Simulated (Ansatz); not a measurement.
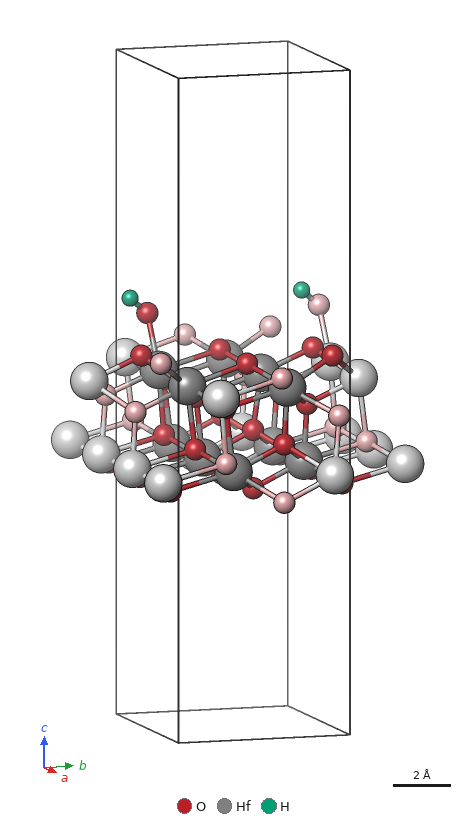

Ball-and-stick drawing of the structure, looking slightly off an axis. Lines trace the edges of the simulation cell. Outside the box, the atoms bonded to those within are drawn, in fainter colours.

Explain the picture.

- The compound is Hf$_{8}$HO$_{17}$.
- Counting shared atoms by their share gives 8 Hf, 1 H, 17 O, or 26 atoms.
- Every Hf atom has seven O at about 2.0 to 2.5 Å as neighbours. H bonds to one O at about 1.0 Å. Not all metal-metal contacts are counted.
- The bonds build Hf8HO17 layers parallel to (001).

Origin of the cell: a structure listed in the Materials Project, from which a slab was cut and an adsorbate added. Earlier steps of the study may have refined or changed the cell and positions. A calculation with Ansatz used it as input.

At this level of theory the cell isn't at rest (forces up to 1.5 eV/Å), so its distances can differ from those at equilibrium, the more so the softer the solid.
